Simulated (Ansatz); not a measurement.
# Optical response of MgO (Periclase)

Wanted: where MgO (Periclase) starts to absorb, how strongly, and its refractive index. The cell comes from an older database entry, whose edges can differ from later determinations, mostly by under a per cent.

Calculated with Ansatz 0.2.0; DFT, PBE, plane-wave PAW, default files, scalar-relativistic, independent-particle optical response without local fields.

The database entry behind the starting cell differs from later determinations by our own check (about 0.1 % long), so it need not match the best structure at ambient conditions.

## 1. The starting structure

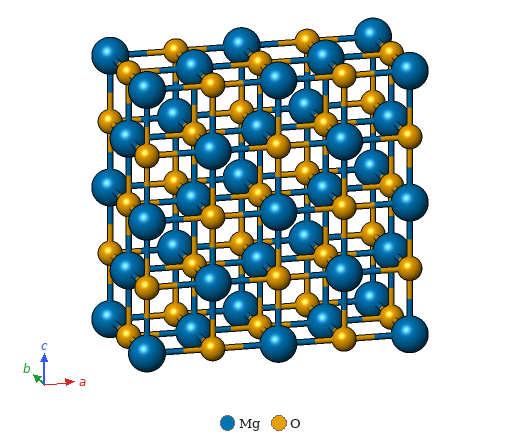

The starting structure, seen slightly off an axis (magnesium blue, oxygen orange). 2×1×2 cells are drawn. This picture shows the conventional cell, with its axes. Some periodic images of atoms are drawn too.

As a file:

```cif
data_structure
_symmetry_space_group_name_H-M 'P 1'
_symmetry_Int_Tables_number 1
_cell_length_a 2.9819
_cell_length_b 2.9819
_cell_length_c 2.9819
_cell_angle_alpha 60.000
_cell_angle_beta 60.000
_cell_angle_gamma 60.000
_cell_volume 18.75
loop_
_atom_site_label
_atom_site_type_symbol
_atom_site_fract_x
_atom_site_fract_y
_atom_site_fract_z
_atom_site_occupancy
Mg1 Mg 0.00000 0.00000 0.00000 1
O2 O 0.50000 0.50000 0.50000 1
```

## 2. Ground state and bands

First the ground state: is it a metal or has it a gap?

This step: DFT, PBE, plane-wave PAW, default files, scalar-relativistic, ground state (Ansatz 0.2.0).

The input, input.yaml:

```yaml
crystal:
  lattice:
    - [0.0, 2.1085, 2.1085]
    - [2.1085, 0.0, 2.1085]
    - [2.1085, 2.1085, 0.0]
  atoms:
    - { symbol: Mg, position: [0.0, 0.0, 0.0] }
    - { symbol: O, position: [0.5, 0.5, 0.5] }
kpoints:
  mp_grid: { grid: [9, 9, 9] }
  band_path:
    path:
      - [[0.0, 0.0, 0.0], [0.5, 0.0, 0.5], [0.5, 0.25, 0.75], [0.375, 0.375, 0.75], [0.0, 0.0, 0.0], [0.5, 0.5, 0.5], [0.625, 0.25, 0.625], [0.5, 0.25, 0.75], [0.5, 0.5, 0.5], [0.375, 0.375, 0.75]]
      - [[0.625, 0.25, 0.625], [0.5, 0.0, 0.5]]
    npoints: 7
scf:
  occupations: { method: fermi_dirac, width: 0.05 }
  n_extra_bands: 6
hamiltonian:
  xc: pbe
  pseudopotentials: { kind: paw }
output:
  forces: true
  stress: true
  populations: true
  write_bands: true
  write_density: true
  write_potential: true
  elf: true
  volumetric_format: npy
```

Run with:

```bash
$ ansatz run input.yaml --threads 4 --pin off --max-ram 8192MiB --backend cpu --events-out ev --progress --plain --runs-dir out
```

Numbers of over 12 decimals in the logs are rounded to 6 here.

The program printed:

```text
scf.n_extra_bands = 6 over 8 filled bands (N_el = 16.0): the run solves 14 bands
Engine: ansatz 0.2.0, aarch64-unknown-linux-gnu
Pseudopotentials: kind: paw
Pseudopotential: Mg, paw, valence charge 10, recommended cutoff 420 eV (normal), Mg.paw.azcp
Pseudopotential: O, paw, valence charge 6, recommended cutoff 420 eV (normal), O.paw.azcp
Functional definition: PBE
  parameter kappa = 0.804
  parameter beta = 0.066725
  exchange = pbe_x(kappa = kappa, mu = beta*pi^2/3)
  correlation = pbe_c(beta = beta)
Crystal: 2 atoms, lattice volume = 18.748 Å³
Basis set: ecut = 420 eV, 339 PW (Γ), exchange–correlation on 40×40×40 points (8 copies of the dense FFT grid, shifted against one another)
Bands: 14, of which v1, the nominal top of the filled ones, is band 8 counted from 1 (7 counted from 0)
Symmetry: 48 space group operations
Space group: Fm-3m (ITA 225), of the structure as read, at distance tolerance 2.7e-5 Å
k-points: 35 of 729
Non-local potential: Mg, projectors of the file, l = 0: 3, l = 1: 2, l = 2: 1
Non-local potential: O, projectors of the file, l = 0: 2, l = 1: 2, l = 2: 1
PAW form: soft (Blöchl's): semilocal exchange-correlation on the pseudo side does not see the compensation charge
PAW one-centre angular grid: Mg, 110 points (default); XC on 64 Gauss nodes
PAW one-centre angular grid: O, 110 points (default); XC on 64 Gauss nodes
Initial density: superposition of atomic densities (neutral atoms: chi_scale 0, normalization atom), corrected by the library's trained network
Initial wavefunctions: pseudopotential atomic-orbital guess
Functional: x = pbe(κ = 0.804, μ = 0.219515), c = pbe(β = 0.066725)
SCF iter   1: F=—  HF=-2494.132515 eV  |F-HF|=—  |Δ(HF+E_count)|=         —  Δρ=6.07e-4  dr2=1.32e-5  ethr=1.77e-3  ⟨swp⟩=5.5  Hψ=2674  notcnv=0  defer=12
preconditioner: auto → none  [insulator: Δε(μ)=4.708 eV  Ē_g=21.210 eV  σ=0.050 eV  W_gap=1.00  n_scr=8 (ndim 8)  ℏωp=24.3 eV  f_vac=0.000  D(μ)=0.00/eV (n_scr^D=0)  ε∞_Penn≈2.3]
SCF iter   2: F=—  HF=-2494.132764 eV  |F-HF|=—  |Δ(HF+E_count)|=   2.50e-4  Δρ=4.18e-4  dr2=1.52e-5  ethr=8.27e-8  ⟨swp⟩=3.1  Hψ=1196  notcnv=0  defer=23
SCF iter   3: F=—  HF=-2494.132781 eV  |F-HF|=—  |Δ(HF+E_count)|=   1.64e-5  Δρ=2.52e-4  dr2=4.90e-6  ethr=8.27e-8  ⟨swp⟩=1.3  Hψ=492  notcnv=0  defer=23
SCF iter   4: F=—  HF=-2494.132800 eV  |F-HF|=—  |Δ(HF+E_count)|=   1.94e-5  Δρ=5.41e-5  dr2=3.02e-7  ethr=3.06e-8  ⟨swp⟩=2.0  Hψ=594  notcnv=0  defer=23
iter 5 did not close the SCF: its close was put off for the readings that it lacked (scf_convergence_deferred on its scf_iter line)
SCF iter   5: F=-2494.132800 eV  HF=-2494.132800 eV  |F-HF|=3.00e-8  |Δ(HF+E_count)|=   7.67e-8  Δρ=1.68e-5  dr2=3.05e-8  ethr=1.89e-9  ⟨swp⟩=2.2  Hψ=666  notcnv=0  defer=23
SCF iter   6: F=-2494.132800 eV  HF=-2494.132800 eV  |F-HF|=5.82e-9  |Δ(HF+E_count)|=   1.02e-8  Δρ=7.06e-6  dr2=5.73e-9  ethr=1.90e-10  ⟨swp⟩=7.7  Hψ=2715  notcnv=0
SCF 1 converged in 6 iterations: F = -2494.132800 eV  dr2 = 5.73e-9
  greatest PAW one-centre occupation: 1.000 electrons in one spin orbital (limit 2), on the Mg atom at site 0 (counted from 0), in its partial waves of l = 0
NSCF: frozen V_eff on 72 k-points
SCF converged after 6 iterations
Free energy (F): -2494.132800 eV
Harris-Foulkes:  -2494.132800 eV  (|F-HF|=5.82e-9)
Internal energy: -2494.132800 eV  (E = F + TS)
E sigma→0 (E₀):  -2494.132800 eV
Fermi energy:    10.495237 eV
--- Per-component energies (eV) ---
  E_band       = -293.272355
  E_kinetic    = 255.748189
  E_local      = -1604.634606  (includes V_loc(G=0)·N_el)
  E_nonlocal   = 142.808298
  E_hartree    = 555.153866
  E_xc         = -105.259716
  E_vxc        = -134.890028  (∫ρ·V_xc dr)
  E_paw        = -450.094475  (= ΣΔE_a)
  E_vpaw       = -62.612380  (= ΣTr[D̂ρ^β])
  E_aug_tail   = 0.002520  (compensation charges beyond the density's cutoff)
  E_ewald      = -1287.856876
  E_smearing   = -0.000000  (= −TS)
  E_closure    = 0.000000  (closes the sum)
  Σ components = -2494.132800   (vs F -2494.132800, Δ=0.00e0)
--- Forces (eV/Å), atoms counted from 1 ---
  atom   1  Mg    -0.00000000    -0.00000000     0.00000000
  atom   2  O      0.00000000    -0.00000000    -0.00000000
  max |Σ_I F_I| component: 9.70e-30 eV/Å
--- Stress (GPa, compression-positive) ---
        4.094653      -0.000000       0.000000
       -0.000000       4.094653       0.000000
       -0.000000       0.000000       4.094653
  P = ⅓ Tr σ = 4.0947 GPa (40.947 kbar)
--- Band table (eV; the first three rows and the last of 35) ---
  k-point 0: bands = [... 4 lower, -9.1430, 8.0914, 8.0914, 8.0914, 12.8004, 23.8927, 23.8927, 23.8927, ... 2 higher]
  k-point 1: bands = [... 4 lower, -9.0098, 7.3124, 8.0095, 8.0095, 13.5518, 22.4452, 24.1806, 24.1806, ... 2 higher]
  k-point 2: bands = [... 4 lower, -8.6528, 5.8216, 7.8106, 7.8106, 14.8770, 20.8871, 24.6845, 24.6845, ... 2 higher]
  k-point 34: bands = [... 4 lower, -7.5773, 4.8564, 5.4501, 6.4899, 19.4185, 19.6656, 20.3668, 23.9849, ... 2 higher]
--- Löwdin populations: 2 sites ---
  site symbol       q [e]
     0     Mg      8.4652
     1      O      7.3898
  spilling = 0.009066 (of n_electrons = 16.000000)
```

It took 1.1 s on 4 threads of Arm Neoverse V1, shared host; peak memory 0.26 GiB.

This step gave:

```
free energy                  : -2494.1328 eV
Fermi energy                 : 10.50 eV
gap by band count            : 4.709 eV
electrons                    : 16
symmetry operations          : 48
pressure                     : 4.095 GPa
gap on the k-mesh            : 4.709 eV
volume                       : 18.75 Å³
gap on the path              : 4.709 eV
least direct gap on the path : 4.709 eV
```

There is a gap, 4.71 eV on the path, so no carriers' term is needed. The cell is left with a pressure of 4.1 GPa, as it stands unrelaxed at this level.

The electronic bands at the labelled points (eV, zero at the Fermi level; v1 is the highest filled band, c1 the lowest empty one):

```
    point     v3     v2     v1    c1     c2     c3     c4
        Γ  -2.40  -2.40  -2.40  2.31  13.40  13.40  13.40
        X  -6.44  -3.74  -3.74  6.74   7.55  10.67  16.54
        W  -5.33  -5.33  -4.16  9.23   9.23   9.74  13.09
        K  -5.86  -5.09  -3.54  7.69   9.35  10.11  15.70
        Γ  -2.40  -2.40  -2.40  2.31  13.40  13.40  13.40
        L  -6.99  -3.05  -3.05  5.49  10.17  13.91  13.91
        U  -5.86  -5.09  -3.54  7.69   9.35  10.11  15.70
        W  -5.33  -5.33  -4.16  9.23   9.23   9.74  13.09
        L  -6.99  -3.05  -3.05  5.49  10.17  13.91  13.91
        K  -5.86  -5.09  -3.54  7.69   9.35  10.11  15.70
jump to U  -5.86  -5.09  -3.54  7.69   9.35  10.11  15.70
        X  -6.44  -3.74  -3.74  6.74   7.55  10.67  16.54
```

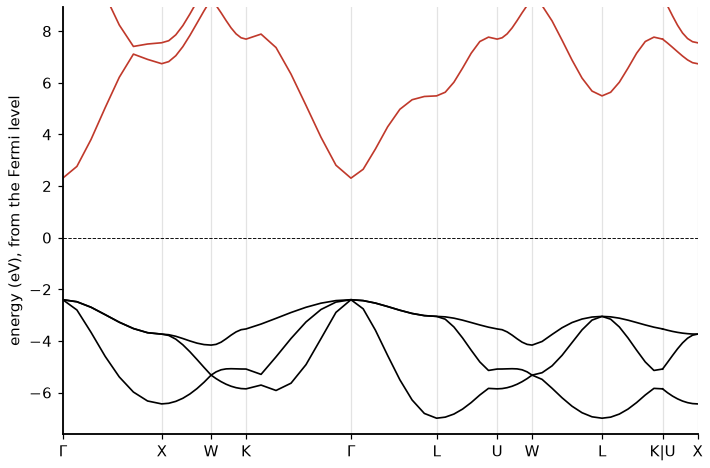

Electronic bands along the path; lines of filled and empty bands in two colours.

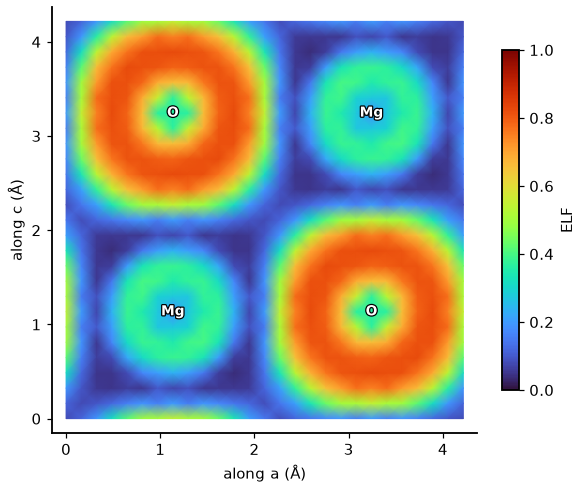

ELF in the ac plane of the conventional cell at fractional y = 0.000, with atoms of Mg and O within 0.2 Å of it. It is the smooth field of the valence electrons, not physical close to the nuclei. The map starts off the cell's origin, so that atoms lie inside it.

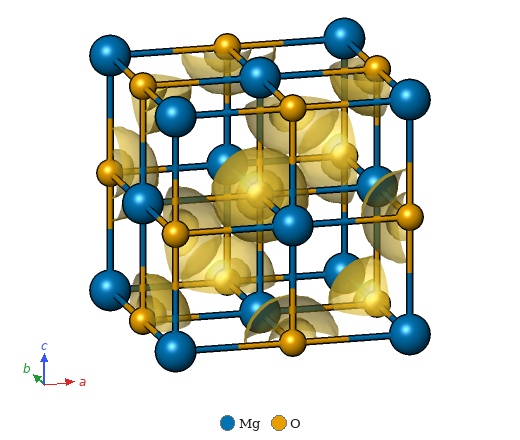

Surface of ELF = 0.75.

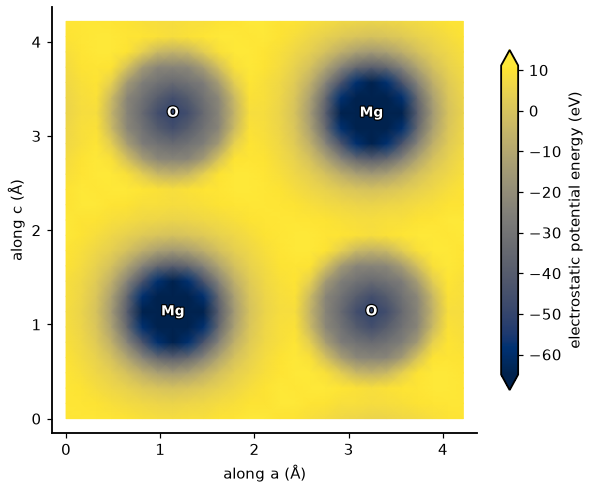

Electrostatic potential energy in the ac plane of the conventional cell at fractional y = 0.000, with atoms of Mg and O within 0.2 Å of it. With pseudopotentials it is smooth inside the atoms' cores, unlike the true potential. The map starts off the cell's origin, so that atoms lie inside it.

## 3. Spectrum

The spectrum is a sum over vertical transitions between filled and empty bands at the fixed density, so many empty bands are needed.

This step: DFT, PBE, plane-wave PAW, default files, scalar-relativistic, independent-particle optical response without local fields (Ansatz 0.2.0).

input.yaml, the sections that differ from step 2:

```yaml
kpoints:
  mp_grid: { grid: [9, 9, 9] }
scf:
  occupations: { method: fixed }
output:
  optics:
    e_range: [0, 20]
    de: 0.05
    sigma: 0.1
    nscf_kmesh: { grid: [12, 12, 12] }
    bands: { spectra_wanted_up_to: 20 }
# crystal, hamiltonian: as in step 2
```

The program printed:

```text
[...]
Crystal: 2 atoms, lattice volume = 18.748 Å³
Basis set: ecut = 420 eV, 339 PW (Γ)
Bands: 12, of which v1, the nominal top of the filled ones, is band 8 counted from 1 (7 counted from 0)
Symmetry: 48 space group operations
[...]
k-points: 35 of 729
[...]
SCF iter   1: F=—  HF=-2494.132749 eV  |F-HF|=—  |Δ(HF+E_count)|=         —  Δρ=5.62e-4  dr2=6.39e-6  ethr=1.77e-3  ⟨swp⟩=4.6  Hψ=2189  notcnv=0  defer=57
[...]
SCF iter   7: F=-2494.132838 eV  HF=-2494.132838 eV  |F-HF|=0.00e0  |Δ(HF+E_count)|=  4.68e-11  Δρ=1.56e-7  dr2=1.80e-12  ethr=1.00e-12  ⟨swp⟩=3.7  Hψ=1811  notcnv=0
SCF 1 converged in 7 iterations: F = -2494.132838 eV  dr2 = 1.80e-12
[...]
NSCF: frozen V_eff on 72 k-points
[...]
output.optics: what the bands over the 19 summed would add to eps1, eps2 and the energy-loss function is held between a lower and an upper bound (7 Lanczos steps). eps1, eps2 and their loss function (loss_summed_bands) are given on every row as the summed bands alone make them. Along an axis, on a row where the two bounds hold the loss function to about 1 % of the greater of itself and 0.5 % of |1/eps|, its cell (loss_completed) is given, with the completed eps1 and eps2 that it is formed of (a cell that is left empty reads nan in the table and null in the record). The two bounds hold it so along every axis on all 401 rows up to 20.000 eV. [rest of the remark cut]
SCF converged after 7 iterations
Free energy (F): -2494.132838 eV
[...]
Internal energy: -2494.132838 eV  (E = F + TS)
E sigma→0 (E₀):  -2494.132838 eV
Fermi energy:    8.091387 eV
[...]
--- Band table (eV; the first three rows and the last of 35) ---
  k-point 0: bands = [... 4 lower, -9.1430, 8.0914, 8.0914, 8.0914, 12.8005, 23.8928, 23.8928, 23.8928]
  k-point 1: bands = [... 4 lower, -9.0098, 7.3124, 8.0095, 8.0095, 13.5519, 22.4453, 24.1807, 24.1807]
  k-point 2: bands = [... 4 lower, -8.6527, 5.8216, 7.8106, 7.8106, 14.8772, 20.8873, 24.6846, 24.6846]
  k-point 34: bands = [... 4 lower, -7.5773, 4.8564, 5.4501, 6.4899, 19.4186, 19.6657, 20.3668, 23.9850]
```

Wall time 4 s (4 threads); peak memory 0.56 GiB.

Numbers from this step:

* electronic dielectric constant ε∞, mean over x, y and z (by symmetry where fewer were run): 3.262
* absorption onset, first axis (α over 10⁴ cm⁻¹, or the direct gap if that lies higher): 4.709 eV
* main peak of Im epsilon, first axis: 10.99 eV
* least direct gap on the mesh: 4.709 eV
* bands summed: 19
* spectra valid up to: 31.82 eV
* program's estimate of the k-sum error in Im epsilon: 0.05 %
* electrons in the f-sum: 7.083

The Im ε, any direction has structure finer than the step of the table below, so its rows give means over 2 eV, whole bins alone (the curve runs from 0 to 20 eV). Peaks (eV: height): 8.7: 3.73, 11.0: 5.97, 15.2: 4.09, 18.0: 2.93.

Im ε, any direction against photon energy; means over each step:

| photon energy (eV) | Im ε, any direction |
| --- | --- |
| 2 | 0 |
| 4 | 0.0523 |
| 6 | 0.935 |
| 8 | 2.19 |
| 10 | 3.41 |
| 12 | 3.75 |
| 14 | 2.50 |
| 16 | 2.95 |
| 18 | 1.98 |

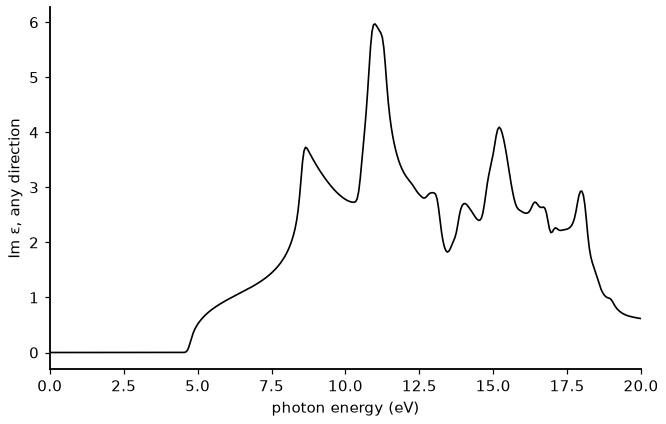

Im ε, any direction against photon energy.

The Re ε, any direction by photon energy:

| photon energy (eV) | Re ε, any direction |
| --- | --- |
| 0 | 3.26 |
| 2 | 3.35 |
| 4 | 3.75 |
| 6 | 4.23 |
| 8 | 4.80 |
| 10 | 3.33 |
| 12 | 0.720 |
| 14 | 1.45 |
| 16 | 0.0674 |
| 18 | -0.789 |
| 20 | -0.163 |

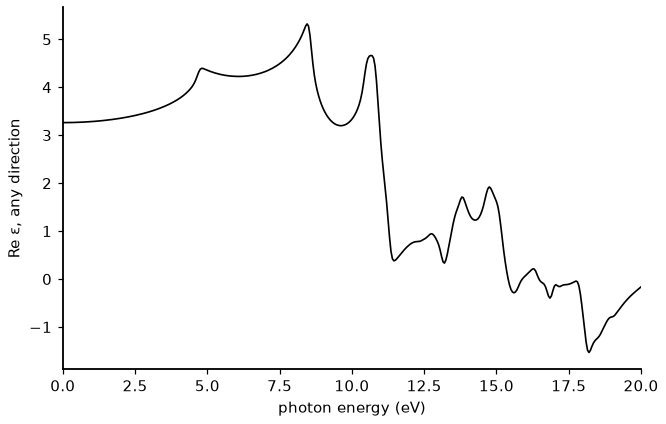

Re ε, any direction against photon energy.

The refractive index n and extinction k by photon energy:

```csv
photon energy (eV),n,k
0,1.81,0
2,1.83,0
4,1.94,0
6,2.07,0.231
8,2.23,0.403
10,1.96,0.710
12,1.42,1.14
14,1.50,0.899
16,1.14,1.11
18,1.06,1.38
20,0.487,0.633
```

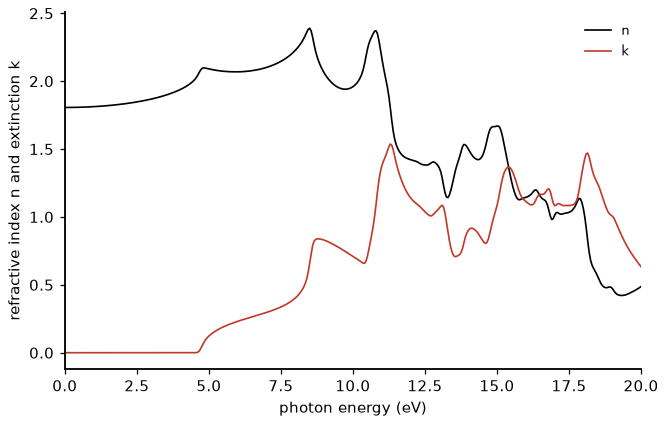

Refractive index n and extinction k, plotted against photon energy.

Values under 1 per cm are given as 1. The absorption coefficient, any direction by photon energy:

```
photon energy (eV)  absorption coefficient, any direction (1/cm)
              0.00                                             1
              2.00                                             1
              4.00                                             1
              6.00                                         1.4e5
              8.00                                         3.3e5
             10.00                                         7.2e5
             12.00                                         1.4e6
             14.00                                         1.3e6
             16.00                                         1.8e6
             18.00                                         2.5e6
             20.00                                         1.3e6
```

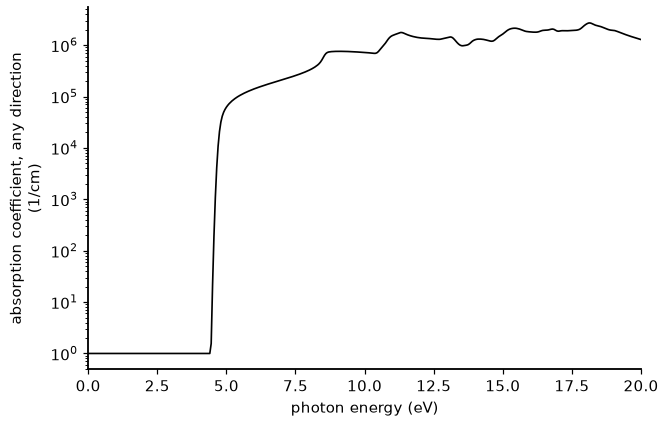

Absorption coefficient, any direction, plotted against photon energy.

The loss function −Im 1/ε at q → 0, any direction has structure finer than the step of the table below, so its rows give means over 1 eV, whole bins alone (the curve runs from 0 to 20 eV). Peaks (eV: height): 13.3: 0.465.

Table of loss function −Im 1/ε at q → 0, any direction by energy loss; means over each step:

```csv
energy loss (eV),"loss function −Im 1/ε at q → 0, any direction"
4,0
5,0.0230
6,0.0505
7,0.0613
8,0.0695
9,0.134
10,0.141
11,0.144
12,0.288
13,0.363
14,0.309
15,0.251
16,0.369
17,0.422
18,0.368
19,0.657
```

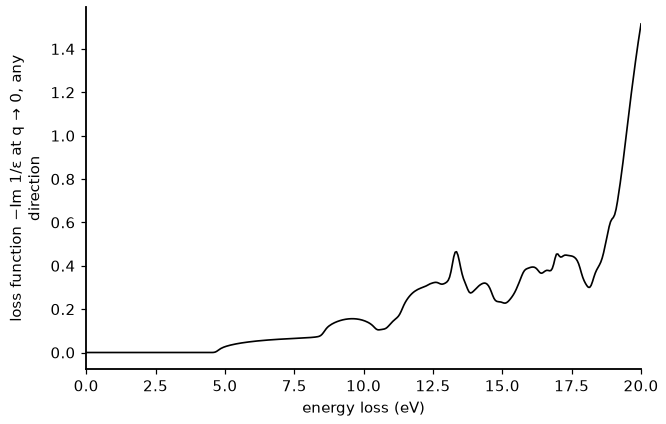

Loss function −Im 1/ε at q → 0, any direction, plotted against energy loss.

From ε follow the optical constants at some laser and lamp lines:

| wavelength (nm) | n | k | R (%) | 1/α |
| --- | --- | --- | --- | --- |
| 1550 | 1.81 | 0.000 | 8.3 | over 1 mm |
| 1064 | 1.81 | 0.000 | 8.4 | over 1 mm |
| 800 | 1.82 | 0.000 | 8.5 | over 1 mm |
| 450 | 1.86 | 0.000 | 9.0 | over 1 mm |
| 405 | 1.87 | 0.000 | 9.2 | over 1 mm |
| 365 | 1.89 | 0.000 | 9.5 | over 1 mm |
| 193 | 2.08 | 0.259 | 12.8 | 59 nm |

Rows near the edge hang on the gap, which this functional as a rule makes too small, and phonon-assisted absorption is left out.

A film 1 µm thick would pass 84 % of daylight and look colourless in transmission (x = 0.313, y = 0.330).

The f-sum over the summed bands holds 7.1 of the cell's 16 electrons outside the frozen cores, 10 of which lie in bands more than 12 eV below the Fermi level, whose transitions come at higher energies. Up to 20 eV the strength has a mean oscillator energy of 12.0 eV, close to the main peak.

## 4. Outcome

* gap on the path: 4.71 eV
* least direct gap on the path: 4.71 eV
* electronic dielectric constant ε∞, mean over x, y and z (by symmetry where fewer were run) (independent particles): 3.26
* absorption onset, first axis (α over 10⁴ cm⁻¹, or the direct gap if that lies higher): 4.71 eV
* main peak of Im epsilon, first axis: 11.0 eV

At this level (PBE, independent particles) MgO has ε∞ = 3.26 and n = 1.81 at 1550 nm; absorption sets in near 4.7 eV, and Im ε peaks at 11.0 eV. The gap on the path is direct, 4.71 eV. Absorption passes 10⁴ cm⁻¹ from the direct gap on, 4.71 eV, in the ultraviolet, so the visible is passed. Distinct maxima of Im ε, read by a parabola through the highest points, lie at 8.66 eV (3.7), 10.99 eV (6.0), 15.20 eV (4.1) and 17.98 eV (2.9). The f-sum over the summed bands holds 7.1 of the cell's 16 electrons outside the frozen cores, 10 of which lie in bands more than 12 eV below the Fermi level, whose transitions come at higher energies. Up to 20 eV the strength has a mean oscillator energy of 12.0 eV, close to the main peak. A film 1 µm thick would pass 84 % of daylight and look colourless in transmission (x = 0.313, y = 0.330). Excitons and phonon-assisted transitions are missing, and so are local fields; PBE gaps are as a rule too small, which pulls the onset down and ε∞ up. In the base run ε includes the program's bounded estimate of what the bands above those summed add.

[Logs are printed without paths, hosts, clocks, repeated set-up lines and the standing remarks that a program may print on its own settings, such as how far it seeks lower states.]

[Hosts, paths, dates, database ids (printed as entryN), source tags and the programs' standing remarks are cut or masked in the printed files.]
